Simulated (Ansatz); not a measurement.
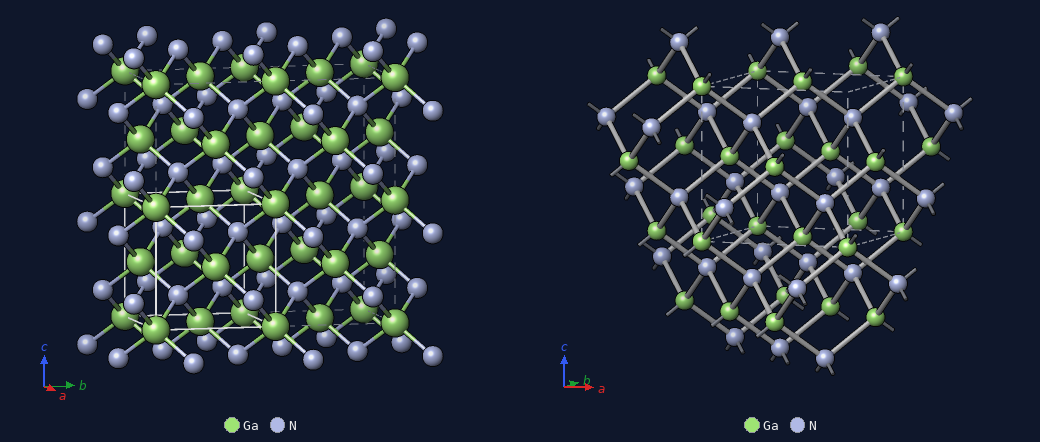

Left: the structure. Right: its underlying net. Nodes are coloured by element. Edges to nodes outside the piece are drawn as stubs.

System GaN (space group F-43m, No. 216); source of the atomic positions: the input geometry of an electronic-structure calculation (not necessarily at equilibrium).

Bonds are taken as Ga–N below 2.2 Å. The graph is simplified in the usual way: terminal and isolated atoms are pruned, two-connected atoms become edges.

The result is a uninodal 4-connected, three-periodic net: Ga and N are 4-connected nodes. It is the dia net, known from diamond, zinc blende and cristobalite. It is a single net, without interpenetration.

```json
{"node": "Ga and N", "links": "4", "point symbol": "6⁶", "coordination sequence": "4 12 24 42 64 92"}
```
